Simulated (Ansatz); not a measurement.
# Run report: Mg$_{4}$H$_{2}$O$_{5}$, geometry relaxation (part 1 of 3)

Mg$_{4}$H$_{2}$O$_{5}$ (slab, 11 atoms in the cell), computed with DFT PBE, scalar-relativistic, plane waves, PAW, no spin polarisation (Ansatz 0.2.0).

The structure derives from an entry of the Crystallography Open Database. The input holds or restrains some coordinates.

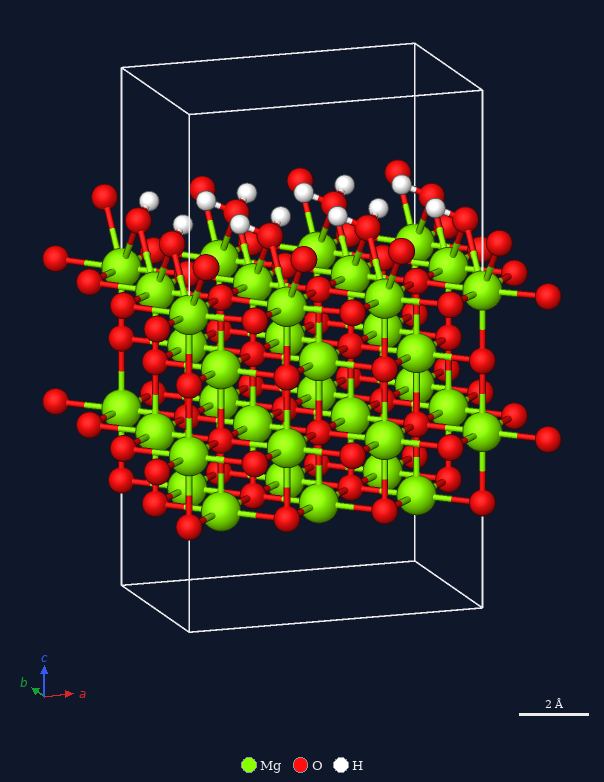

Figure 1. The input geometry (ball-and-stick view of the 3 × 2 repeat of the cell, with the vacuum cut short, seen slightly off an axis; bonded neighbours outside the cell are drawn too).

Input file
```yaml
crystal:
  lattice:
    - [3.0078233108, 0.0, 0.0]
    - [0.0, 3.0078233108, 0.0]
    - [0.0, 0.0, 25.760556779]
  atoms:
    - { symbol: Mg, position: [0.5, 0.5, 0.3299618123] }
    - { symbol: O, position: [0.0, 0.0, 0.3299618123] }
    - { symbol: Mg, position: [0.0, 0.0, 0.4125241683] }
    - { symbol: O, position: [0.5, 0.5, 0.4125241683] }
    - { symbol: Mg, position: [0.5, 0.5, 0.4952935658] }
    - { symbol: O, position: [0.0, 0.0, 0.4949206501] }
    - { symbol: Mg, position: [0.0, 0.0, 0.5767466696] }
    - { symbol: O, position: [0.5, 0.5, 0.5786322709] }
    - { symbol: O, position: [0.0, 0.5, 0.6454010141] }
    - { symbol: H, position: [0.1882867356, 0.7253343599, 0.660152248] }
    - { symbol: H, position: [-0.2881105713, 0.5567429929, 0.660152248] }
basis:
  ecutwfc: 420
kpoints:
  mp_grid: { grid: [9, 9, 1] }
hamiltonian:
  xc: pbe
scf:
  occupations: { method: gaussian, width: 0.05 }
output:
  forces: true
  eigenvalues: true
  write_density: true
  write_potential: true
  elf: true
  volumetric_format: npy
relax:
  adjacent_minimum: "off"
  f_tol: 0.03
  max_steps: 70
  constraints: [{ sites: [0, 1, 2, 3] }]
efield:
  axis: 3
  dipole_correction: true
```

Machine: 4 threads of Intel Xeon (Sapphire Rapids), 64 GiB of memory available, shared host.

Launched with:
```bash
ansatz run input.yaml --threads 4 --pin off --max-ram 10240MiB --backend cpu --events-out ev --progress --plain --runs-dir out
```

The program's output
```
Engine: ansatz 0.2.0, x86_64-unknown-linux-gnu
Pseudopotentials: kind: paw
Pseudopotential: Mg, paw, valence charge 10, recommended cutoff 420 eV (normal), Mg.paw.azcp
Pseudopotential: O, paw, valence charge 6, recommended cutoff 420 eV (normal), O.paw.azcp
Pseudopotential: H, paw, valence charge 1, recommended cutoff 420 eV (normal), H.paw.azcp
Functional definition: PBE
  parameter kappa = 0.804
  parameter beta = 0.06672455060314922
  exchange = pbe_x(kappa = kappa, mu = beta*pi^2/3)
  correlation = pbe_c(beta = beta)
Crystal: 11 atoms, lattice volume = 233.056 Å³
Basis set: ecut = 420 eV, 4471 PW (Γ), exchange–correlation on 48×48×360 points (8 copies of the dense FFT grid, shifted against one another)
Bands: 47, of which v1, the nominal top of the filled ones, is band 36 counted from 1 (35 counted from 0)
Symmetry: 1 space group operations
Space group: P1 (ITA 1), of the structure as read, at distance tolerance 6.2e-5 Å
k-points: 41 of 81 (time reversal used)
Non-local potential: Mg, projectors of the file, l = 0: 3, l = 1: 2, l = 2: 1
Non-local potential: O, projectors of the file, l = 0: 2, l = 1: 2, l = 2: 1
Non-local potential: H, projectors of the file, l = 0: 2, l = 1: 1
PAW form: soft (Blöchl's): semilocal exchange-correlation on the pseudo side does not see the compensation charge
PAW one-centre angular grid: Mg, 110 points (default); XC on 64 Gauss nodes
PAW one-centre angular grid: O, 110 points (default); XC on 64 Gauss nodes
PAW one-centre angular grid: H, 110 points (default); XC on 64 Gauss nodes
Initial density: superposition of atomic densities (neutral atoms: chi_scale 0, normalization atom), corrected by the library's trained network
Initial wavefunctions: pseudopotential atomic-orbital guess
Functional: x = pbe(κ = 0.804, μ = 0.2195149727645171), c = pbe(β = 0.06672455060314922)
SCF iter   1: F=—  HF=-10573.633497 eV  |F-HF|=—  |Δ(HF+E_count)|=         —  Δρ=2.58e-3  dr2=6.67e-2  ethr=1.77e-3  p=0.032 e·Å  D=2.51e-2 V/Å  ΔV_dip=-0.65 eV  dr2_dipole=2.14e-2  V_vac-E_F(+/−)=2.69/3.33 eV  ⟨swp⟩=8.2  Hψ=8959  notcnv=0  defer=68
efield: sawtooth ramp at fractional position 0.9451 (placed from the atoms, in the widest stretch of the axis that holds none; the zero of the levels goes with the place), width 0.1000; the density the first Hamiltonian is built on has a dipole p = 0.032 e·Å; the dipole correction subtracts the counter field D = 2.51e-2 V/Å, which shifts the + side's vacuum level by -0.65 eV against the − side's; the planar-averaged density in the ramp window peaks in size at 3.9e-5 e/Å³
preconditioner: auto → Resta (q_TF=auto, 2.243 Å⁻¹)  ε∞=2.3  [insulator: Δε(μ)=1.685 eV  Ē_g=13.709 eV  σ=0.050 eV  W_gap=1.00  n_scr=46 (ndim 8)  ℏωp=15.4 eV  f_vac=0.571  D(μ)=0.00/eV (n_scr^D=0)  ε∞_Penn≈2.3  vacuum switching on, ρ_ref=1.4e-2 e/Å³]
SCF iter   2: F=—  HF=-10573.614354 eV  |F-HF|=—  |Δ(HF+E_count)|=   1.91e-2  Δρ=1.84e-3  dr2=6.01e-3  ethr=9.27e-5  p=0.086 e·Å  D=6.64e-2 V/Å  ΔV_dip=-1.71 eV  dr2_dipole=3.26e-4  V_vac-E_F(+/−)=2.36/4.07 eV  ⟨swp⟩=2.2  Hψ=3069  notcnv=0  defer=248
SCF iter   3: F=—  HF=-10573.613220 eV  |F-HF|=—  |Δ(HF+E_count)|=   1.13e-3  Δρ=8.15e-4  dr2=1.28e-3  ethr=8.35e-6  p=0.093 e·Å  D=7.19e-2 V/Å  ΔV_dip=-1.85 eV  dr2_dipole=2.25e-5  V_vac-E_F(+/−)=2.30/4.15 eV  ⟨swp⟩=2.0  Hψ=3047  notcnv=0  defer=251
SCF iter   4: F=—  HF=-10573.613056 eV  |F-HF|=—  |Δ(HF+E_count)|=   1.64e-4  Δρ=3.90e-4  dr2=2.32e-4  ethr=1.78e-6  p=0.095 e·Å  D=7.35e-2 V/Å  ΔV_dip=-1.89 eV  dr2_dipole=1.55e-7  V_vac-E_F(+/−)=2.26/4.15 eV  ⟨swp⟩=2.0  Hψ=2626  notcnv=0  defer=251
iter 5 did not close the SCF: its close was put off for the readings that it lacked (scf_convergence_deferred on its scf_iter line)
SCF iter   5: F=-10573.613037 eV  HF=-10573.613039 eV  |F-HF|=1.33e-6  |Δ(HF+E_count)|=   1.74e-5  Δρ=7.78e-5  dr2=9.59e-6  ethr=3.23e-7  p=0.095 e·Å  D=7.40e-2 V/Å  ΔV_dip=-1.91 eV  dr2_dipole=2.82e-7  V_vac-E_F(+/−)=2.25/4.15 eV  ⟨swp⟩=2.2  Hψ=2735  notcnv=0  defer=253
SCF iter   6: F=-10573.613040 eV  HF=-10573.613040 eV  |F-HF|=6.17e-7  |Δ(HF+E_count)|=   1.60e-6  Δρ=3.02e-5  dr2=1.45e-6  ethr=1.33e-8  p=0.095 e·Å  D=7.39e-2 V/Å  ΔV_dip=-1.90 eV  dr2_dipole=3.56e-8  V_vac-E_F(+/−)=2.24/4.15 eV  ⟨swp⟩=24.4  Hψ=19897  notcnv=0
SCF 1 converged in 6 iterations: F = -10573.613040 eV  dr2 = 1.45e-6
  greatest PAW one-centre occupation: 1.000 electrons in one spin orbital (limit 2), on the Mg atom at site 2 (counted from 0), in its partial waves of l = 0
relax step   1: F+E_penalty+E_count = -10573.61303963 eV  Δ(F+E_penalty+E_count) = +0.000e0 eV  max|allowed force component| = 2.227e0 eV/Å  Δτ_max = 0.0000 Å  (6 SCF iters, dr2 threshold 2.25e-5 eV, accepted)
Initial density: handed on by an earlier stage of this run
Initial wavefunctions: those handed on with the density
iter 1 solved again at ethr=3.77e-4 eV; its pass at ethr=3.10e-3 eV (dr2=2.71e-1 eV) is discarded
SCF iter   1: F=—  HF=-10574.223834 eV  |F-HF|=—  |Δ(HF+E_count)|=         —  Δρ=1.69e-2  dr2=2.75e-1  ethr=3.77e-4  p=0.095 e·Å  D=7.39e-2 V/Å  ΔV_dip=-1.90 eV  dr2_dipole=1.46e-3  V_vac-E_F(+/−)=2.40/4.30 eV  ⟨swp⟩=1.6  Hψ=7335  notcnv=0  defer=260
efield: sawtooth ramp at fractional position 0.9451 (handed on by an earlier solve), width 0.1000; the density the first Hamiltonian is built on has a dipole p = 0.095 e·Å; the dipole correction subtracts the counter field D = 7.39e-2 V/Å, which shifts the + side's vacuum level by -1.90 eV against the − side's; the planar-averaged density in the ramp window peaks in size at 7.5e-6 e/Å³
preconditioner: auto → Resta (q_TF=auto, 2.243 Å⁻¹)  ε∞=2.3  [insulator: Δε(μ)=1.054 eV  Ē_g=13.528 eV  σ=0.050 eV  W_gap=1.00  n_scr=46 (ndim 8)  ℏωp=15.4 eV  f_vac=0.560  D(μ)=0.00/eV (n_scr^D=0)  ε∞_Penn≈2.3  vacuum switching on, ρ_ref=1.3e-2 e/Å³]
SCF iter   2: F=—  HF=-10574.183625 eV  |F-HF|=—  |Δ(HF+E_count)|=   4.02e-2  Δρ=8.48e-3  dr2=5.00e-2  ethr=3.77e-4  p=0.109 e·Å  D=8.48e-2 V/Å  ΔV_dip=-2.18 eV  dr2_dipole=1.01e-5  V_vac-E_F(+/−)=2.20/4.38 eV  ⟨swp⟩=2.1  Hψ=2462  notcnv=0  defer=260
SCF iter   3: F=—  HF=-10574.185189 eV  |F-HF|=—  |Δ(HF+E_count)|=   1.56e-3  Δρ=2.05e-3  dr2=8.84e-3  ethr=6.94e-5  p=0.104 e·Å  D=8.11e-2 V/Å  ΔV_dip=-2.09 eV  dr2_dipole=8.02e-4  V_vac-E_F(+/−)=2.22/4.31 eV  ⟨swp⟩=2.2  Hψ=3272  notcnv=0  defer=272
SCF iter   4: F=—  HF=-10574.183807 eV  |F-HF|=—  |Δ(HF+E_count)|=   1.38e-3  Δρ=7.49e-4  dr2=8.60e-4  ethr=1.23e-5  p=0.114 e·Å  D=8.83e-2 V/Å  ΔV_dip=-2.27 eV  dr2_dipole=6.75e-6  V_vac-E_F(+/−)=2.08/4.36 eV  ⟨swp⟩=2.0  Hψ=2554  notcnv=0  defer=272
SCF iter   5: F=—  HF=-10574.183847 eV  |F-HF|=—  |Δ(HF+E_count)|=   4.02e-5  Δρ=2.20e-4  dr2=1.02e-4  ethr=1.19e-6  p=0.114 e·Å  D=8.89e-2 V/Å  ΔV_dip=-2.29 eV  dr2_dipole=1.93e-8  V_vac-E_F(+/−)=2.07/4.36 eV  ⟨swp⟩=2.2  Hψ=2871  notcnv=0  defer=272
SCF iter   6: F=-10574.183844 eV  HF=-10574.183842 eV  |F-HF|=1.76e-6  |Δ(HF+E_count)|=   5.31e-6  Δρ=6.72e-5  dr2=8.06e-6  ethr=1.39e-7  p=0.115 e·Å  D=8.89e-2 V/Å  ΔV_dip=-2.29 eV  dr2_dipole=1.38e-9  V_vac-E_F(+/−)=2.07/4.36 eV  ⟨swp⟩=22.6  Hψ=20169  notcnv=0
SCF 2 converged in 6 iterations: F = -10574.183844 eV  dr2 = 8.06e-6
  greatest PAW one-centre occupation: 1.000 electrons in one spin orbital (limit 2), on the Mg atom at site 4 (counted from 0), in its partial waves of l = 0
relax step   2: F+E_penalty+E_count = -10574.18384386 eV  Δ(F+E_penalty+E_count) = -5.708e-1 eV  max|allowed force component| = 1.411e0 eV/Å  Δτ_max = 0.1922 Å  (6 SCF iters, dr2 threshold 1.00e-4 eV, accepted)
[... from here on the SCF iterations and repeated set-up lines of each step are left out, up to the last step ...]
SCF 3 converged in 6 iterations: F = -10574.515458 eV  dr2 = 2.16e-6
relax step   3: F+E_penalty+E_count = -10574.51545807 eV  Δ(F+E_penalty+E_count) = -3.316e-1 eV  max|allowed force component| = 1.470e0 eV/Å  Δτ_max = 0.1948 Å  (6 SCF iters, dr2 threshold 1.00e-4 eV, accepted)
SCF 4 converged in 6 iterations: F = -10574.721390 eV  dr2 = 4.69e-6
relax step   4: F+E_penalty+E_count = -10574.72138958 eV  Δ(F+E_penalty+E_count) = -2.059e-1 eV  max|allowed force component| = 1.740e0 eV/Å  Δτ_max = 0.1961 Å  (6 SCF iters, dr2 threshold 1.00e-4 eV, accepted)
SCF 5 converged in 6 iterations: F = -10574.889892 eV  dr2 = 4.74e-6
relax step   5: F+E_penalty+E_count = -10574.88989211 eV  Δ(F+E_penalty+E_count) = -1.685e-1 eV  max|allowed force component| = 1.606e0 eV/Å  Δτ_max = 0.1948 Å  (6 SCF iters, dr2 threshold 1.00e-4 eV, accepted)
SCF 6 converged in 6 iterations: F = -10575.008560 eV  dr2 = 1.64e-6
relax step   6: F+E_penalty+E_count = -10575.00855962 eV  Δ(F+E_penalty+E_count) = -1.187e-1 eV  max|allowed force component| = 8.292e-1 eV/Å  Δτ_max = 0.1950 Å  (6 SCF iters, dr2 threshold 1.00e-4 eV, accepted)
SCF 7 converged in 6 iterations: F = -10575.075534 eV  dr2 = 3.02e-6
relax step   7: F+E_penalty+E_count = -10575.07553378 eV  Δ(F+E_penalty+E_count) = -6.697e-2 eV  max|allowed force component| = 5.267e-1 eV/Å  Δτ_max = 0.2000 Å  (6 SCF iters, dr2 threshold 1.00e-4 eV, accepted)
SCF 8 converged in 6 iterations: F = -10575.125774 eV  dr2 = 2.75e-6
relax step   8: F+E_penalty+E_count = -10575.12577407 eV  Δ(F+E_penalty+E_count) = -5.024e-2 eV  max|allowed force component| = 2.597e-1 eV/Å  Δτ_max = 0.2000 Å  (6 SCF iters, dr2 threshold 7.40e-5 eV, accepted)
SCF 9 converged in 6 iterations: F = -10575.150854 eV  dr2 = 2.75e-6
relax step   9: F+E_penalty+E_count = -10575.15085363 eV  Δ(F+E_penalty+E_count) = -2.508e-2 eV  max|allowed force component| = 1.102e-1 eV/Å  Δτ_max = 0.2000 Å  (6 SCF iters, dr2 threshold 1.64e-5 eV, accepted)
SCF 10 converged in 7 iterations: F = -10575.160611 eV  dr2 = 1.40e-7
relax step  10: F+E_penalty+E_count = -10575.16061079 eV  Δ(F+E_penalty+E_count) = -9.757e-3 eV  max|allowed force component| = 2.867e-1 eV/Å  Δτ_max = 0.1907 Å  (7 SCF iters, dr2 threshold 2.19e-6 eV, accepted)
SCF 11 converged in 6 iterations: F = -10575.168701 eV  dr2 = 8.52e-6
relax step  11: F+E_penalty+E_count = -10575.16870104 eV  Δ(F+E_penalty+E_count) = -8.090e-3 eV  max|allowed force component| = 4.942e-1 eV/Å  Δτ_max = 0.1951 Å  (6 SCF iters, dr2 threshold 1.48e-5 eV, accepted)
SCF 12 converged in 5 iterations: F = -10575.180986 eV  dr2 = 1.21e-5
relax step  12: F+E_penalty+E_count = -10575.18098606 eV  Δ(F+E_penalty+E_count) = -1.229e-2 eV  max|allowed force component| = 6.189e-1 eV/Å  Δτ_max = 0.1953 Å  (5 SCF iters, dr2 threshold 1.00e-4 eV, accepted)
SCF 13 converged in 6 iterations: F = -10575.204368 eV  dr2 = 5.62e-6
relax step  13: F+E_penalty+E_count = -10575.20436793 eV  Δ(F+E_penalty+E_count) = -2.338e-2 eV  max|allowed force component| = 4.885e-1 eV/Å  Δτ_max = 0.1908 Å  (6 SCF iters, dr2 threshold 1.00e-4 eV, accepted)
SCF 14 converged in 5 iterations: F = -10575.232490 eV  dr2 = 1.62e-5
relax step  14: F+E_penalty+E_count = -10575.23248977 eV  Δ(F+E_penalty+E_count) = -2.812e-2 eV  max|allowed force component| = 2.986e-1 eV/Å  Δτ_max = 0.1917 Å  (5 SCF iters, dr2 threshold 1.00e-4 eV, accepted)
SCF 15 converged in 6 iterations: F = -10575.257485 eV  dr2 = 3.96e-6
relax step  15: F+E_penalty+E_count = -10575.25748489 eV  Δ(F+E_penalty+E_count) = -2.500e-2 eV  max|allowed force component| = 1.426e-1 eV/Å  Δτ_max = 0.1973 Å  (6 SCF iters, dr2 threshold 3.33e-5 eV, accepted)
SCF 16 converged in 7 iterations: F = -10575.274024 eV  dr2 = 2.72e-7
relax step  16: F+E_penalty+E_count = -10575.27402377 eV  Δ(F+E_penalty+E_count) = -1.654e-2 eV  max|allowed force component| = 1.417e-1 eV/Å  Δτ_max = 0.1946 Å  (7 SCF iters, dr2 threshold 4.63e-6 eV, accepted)
SCF 17 converged in 8 iterations: F = -10575.278652 eV  dr2 = 1.39e-8
relax step  17: F+E_penalty+E_count = -10575.27865215 eV  Δ(F+E_penalty+E_count) = -4.628e-3 eV  max|allowed force component| = 7.612e-2 eV/Å  Δτ_max = 0.0729 Å  (8 SCF iters, dr2 threshold 4.58e-6 eV, accepted)
SCF 18 converged in 8 iterations: F = -10575.283845 eV  dr2 = 2.18e-8
relax step  18: F+E_penalty+E_count = -10575.28384494 eV  Δ(F+E_penalty+E_count) = -5.193e-3 eV  max|allowed force component| = 1.795e-1 eV/Å  Δτ_max = 0.1090 Å  (8 SCF iters, dr2 threshold 1.67e-6 eV, accepted)
SCF 19 converged in 6 iterations: F = -10575.286767 eV  dr2 = 2.49e-7
relax step  19: F+E_penalty+E_count = -10575.28676725 eV  Δ(F+E_penalty+E_count) = -2.922e-3 eV  max|allowed force component| = 1.602e-1 eV/Å  Δτ_max = 0.0690 Å  (6 SCF iters, dr2 threshold 9.30e-6 eV, accepted)
SCF 20 converged in 5 iterations: F = -10575.286798 eV  dr2 = 4.28e-6
relax step  20: F+E_penalty+E_count = -10575.28679817 eV  Δ(F+E_penalty+E_count) = -3.092e-5 eV  max|allowed force component| = 2.644e-1 eV/Å  Δτ_max = 0.0863 Å  (5 SCF iters, dr2 threshold 2.04e-5 eV, accepted)
SCF 21 converged in 4 iterations: F = -10575.288593 eV  dr2 = 4.96e-6
relax step  21: F+E_penalty+E_count = -10575.28859299 eV  Δ(F+E_penalty+E_count) = -1.795e-3 eV  max|allowed force component| = 6.761e-2 eV/Å  Δτ_max = 0.0357 Å  (4 SCF iters, dr2 threshold 5.56e-5 eV, accepted)
SCF 22 converged in 8 iterations: F = -10575.288443 eV  dr2 = 3.36e-10
relax step  22: F+E_penalty+E_count = -10575.28844286 eV  Δ(F+E_penalty+E_count) = +1.501e-4 eV  max|allowed force component| = 3.735e-2 eV/Å  Δτ_max = 0.0204 Å  (8 SCF iters, rejected (line search))
SCF 23 converged in 6 iterations: F = -10575.288594 eV  dr2 = 4.73e-8
relax step  23: F+E_penalty+E_count = -10575.28859414 eV  Δ(F+E_penalty+E_count) = -1.150e-6 eV  max|allowed force component| = 6.819e-2 eV/Å  Δτ_max = 0.0000 Å  (6 SCF iters, accepted)
SCF 24 converged in 8 iterations: F = -10575.288454 eV  dr2 = 4.17e-10
relax step  24: F+E_penalty+E_count = -10575.28845351 eV  Δ(F+E_penalty+E_count) = +1.406e-4 eV  max|allowed force component| = 3.939e-2 eV/Å  Δτ_max = 0.0221 Å  (8 SCF iters, rejected (line search))
SCF iter   1: F=—  HF=-10575.289304 eV  |F-HF|=—  |Δ(HF+E_count)|=         —  Δρ=8.96e-4  dr2=1.34e-3  ethr=1.48e-5  p=-0.024 e·Å  D=-1.85e-2 V/Å  ΔV_dip=0.48 eV  dr2_dipole=1.78e-4  V_vac-E_F(+/−)=3.66/3.18 eV  ⟨swp⟩=2.9  Hψ=3848  notcnv=0  defer=170
efield: sawtooth ramp at fractional position 0.9451 (handed on by an earlier solve), width 0.1000; the density the first Hamiltonian is built on has a dipole p = -0.024 e·Å; the dipole correction subtracts the counter field D = -1.85e-2 V/Å, which shifts the + side's vacuum level by +0.48 eV against the − side's; the planar-averaged density in the ramp window peaks in size at 3.9e-6 e/Å³
preconditioner: auto → Resta (q_TF=auto, 2.243 Å⁻¹)  ε∞=2.2  [insulator: Δε(μ)=3.363 eV  Ē_g=14.258 eV  σ=0.050 eV  W_gap=1.00  n_scr=46 (ndim 8)  ℏωp=15.4 eV  f_vac=0.561  D(μ)=0.00/eV (n_scr^D=0)  ε∞_Penn≈2.2  vacuum switching on, ρ_ref=1.5e-2 e/Å³]
SCF iter   2: F=—  HF=-10575.288945 eV  |F-HF|=—  |Δ(HF+E_count)|=   3.59e-4  Δρ=4.37e-4  dr2=2.05e-4  ethr=1.86e-6  p=-0.018 e·Å  D=-1.43e-2 V/Å  ΔV_dip=0.37 eV  dr2_dipole=1.21e-5  V_vac-E_F(+/−)=3.56/3.19 eV  ⟨swp⟩=2.0  Hψ=2720  notcnv=0  defer=170
SCF iter   3: F=—  HF=-10575.288920 eV  |F-HF|=—  |Δ(HF+E_count)|=   2.49e-5  Δρ=1.18e-4  dr2=1.79e-5  ethr=2.84e-7  p=-0.016 e·Å  D=-1.28e-2 V/Å  ΔV_dip=0.33 eV  dr2_dipole=3.13e-8  V_vac-E_F(+/−)=3.52/3.19 eV  ⟨swp⟩=2.0  Hψ=2543  notcnv=0  defer=170
SCF iter   4: F=—  HF=-10575.288865 eV  |F-HF|=—  |Δ(HF+E_count)|=   5.52e-5  Δρ=5.18e-5  dr2=4.13e-6  ethr=2.48e-8  p=-0.016 e·Å  D=-1.27e-2 V/Å  ΔV_dip=0.33 eV  dr2_dipole=1.27e-8  V_vac-E_F(+/−)=3.52/3.19 eV  ⟨swp⟩=3.0  Hψ=3239  notcnv=0  defer=170
SCF iter   5: F=—  HF=-10575.288865 eV  |F-HF|=—  |Δ(HF+E_count)|=   2.42e-7  Δρ=1.32e-5  dr2=2.84e-7  ethr=5.74e-9  p=-0.016 e·Å  D=-1.27e-2 V/Å  ΔV_dip=0.33 eV  dr2_dipole=1.32e-9  V_vac-E_F(+/−)=3.52/3.19 eV  ⟨swp⟩=2.3  Hψ=2437  notcnv=0  defer=170
SCF iter   6: F=-10575.288865 eV  HF=-10575.288865 eV  |F-HF|=3.15e-8  |Δ(HF+E_count)|=   6.25e-8  Δρ=5.63e-6  dr2=6.08e-8  ethr=1.39e-10  p=-0.016 e·Å  D=-1.27e-2 V/Å  ΔV_dip=0.33 eV  dr2_dipole=2.91e-12  V_vac-E_F(+/−)=3.52/3.19 eV  ⟨swp⟩=19.1  Hψ=14985  notcnv=0
SCF 25 converged in 6 iterations: F = -10575.288865 eV  dr2 = 6.08e-8
relax step  25: F+E_penalty+E_count = -10575.28886486 eV  Δ(F+E_penalty+E_count) = -2.707e-4 eV  max|allowed force component| = 9.187e-3 eV/Å  Δτ_max = 0.0107 Å  (6 SCF iters, accepted)
```

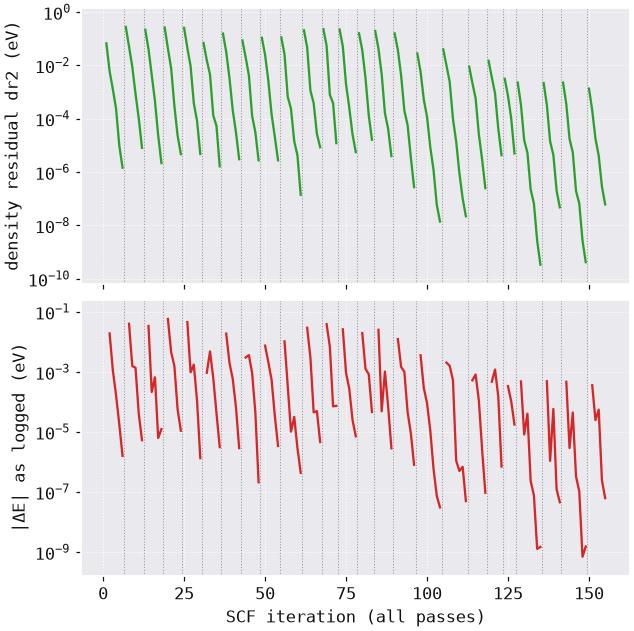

Figure 2. Convergence of the self-consistent field: density residual dr2 and size of the energy change against the SCF iteration. The dotted lines part the SCF passes of the relaxation: geometry steps, rejected trials and re-solves on a re-selected basis. The 25 passes take 4 to 8 iterations each, 155 in all.
